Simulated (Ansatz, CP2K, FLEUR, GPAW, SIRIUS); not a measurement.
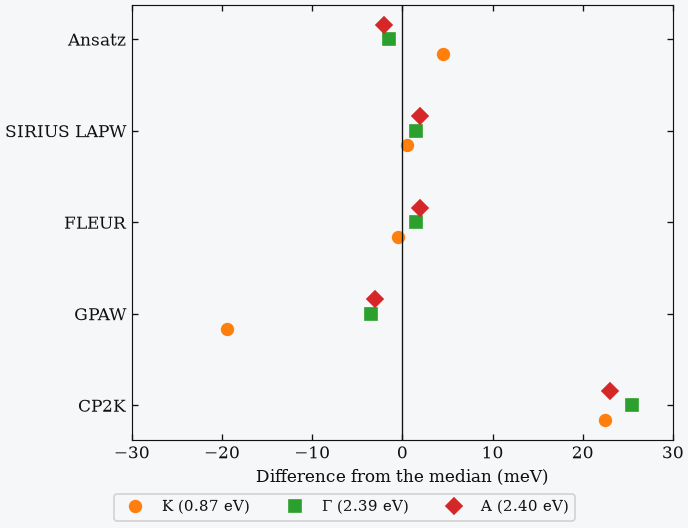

Lowest conduction level at each named k point, counted from the valence-band top at Γ, for MoSe2, space group P6_3/mmc, 6 atoms in the cell; a = 3.288 Å, c = 12.900 Å (hexagonal axes). Five programs ran LDA (no spin polarisation, no spin-orbit coupling) on the same cell and 9×9×2 k mesh. The plot shows each result less the median of the plane-wave and all-electron runs, which the legend gives. The smallest gap over all k points computed is less than these values: 0.79 eV in Ansatz.

### What spread should one expect between these programs?

The plane-wave and all-electron programs (Ansatz, SIRIUS LAPW, GPAW and FLEUR) agree within 25 meV at these points. CP2K departs by up to +26 meV (at Γ).

```csv
program,kind,valence electrons,K (eV),Γ (eV),A (eV)
CP2K,local basis,52,0.889,2.414,2.428
GPAW,plane waves,52,0.847,2.385,2.402
FLEUR,all-electron,–,0.866,2.390,2.407
SIRIUS LAPW,all-electron,–,0.867,2.390,2.407
Ansatz,plane waves,52,0.871,2.387,2.403
```

Settings. GTH_POTENTIALS Mo GTH-PADE-q14, Se GTH-PADE-q6; TZVP-MOLOPT-PBE-GTH basis, Fermi-Dirac smearing of 0.05 eV (CP2K 2026.2). the program's PAW data sets (release 1.2.1) made for this functional, 600 eV cutoff, Fermi-Dirac smearing of 0.05 eV (GPAW). all-electron, Fermi-Dirac smearing of 0.05 eV (FLEUR MaX-R8.1 (later development tree)). all-electron FP-LAPW, Fermi-Dirac smearing of 0.05 eV (SIRIUS 7.12.0). JTH PAW LDA, 1800 eV cutoff, Fermi-Dirac smearing of 0.05 eV (Ansatz).

The cell's inner coordinates are idealised or old. Spin-orbit coupling is left out, which matters for Mo and Se. LDA, GGA and most meta-GGA functionals understate gaps. CP2K: the basis of atomic orbitals isn't converged, which shifts gaps and empty levels.
